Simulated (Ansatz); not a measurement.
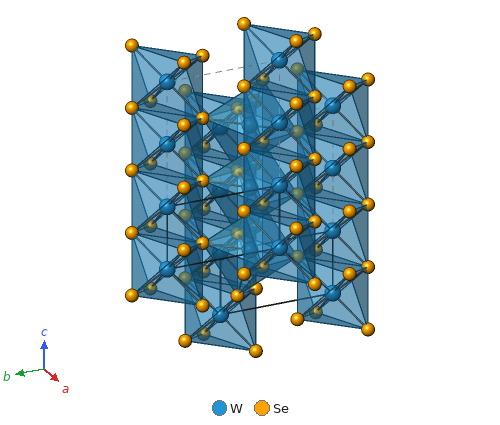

Polyhedra are drawn about W (bonds: Se–W below 2.8 Å); other atoms are plain spheres.

System WSe₂ (space group P4_2/mnm, No. 136); source of the atomic positions: the geometry relaxed with DFT, r2SCAN, plane waves, PAW in Ansatz 0.2.0; the starting structure was generated, so it need not be a known form of this composition.

Q: What figure surrounds each W atom, and what does it share with the other drawn polyhedra?

A: W: WSe6 octahedron, sharing corners with eight neighbours and edges with two neighbours.

Q: What is the connectivity of the polyhedra: isolated, groups, chains, layers or framework?

A: They form a three-dimensional framework of corner- and edge-sharing octahedra.

Q: How far apart are the centres of linked polyhedra?

A: Centre to centre across a shared corner: 4.67 Å; across a shared edge: 3.38 Å.
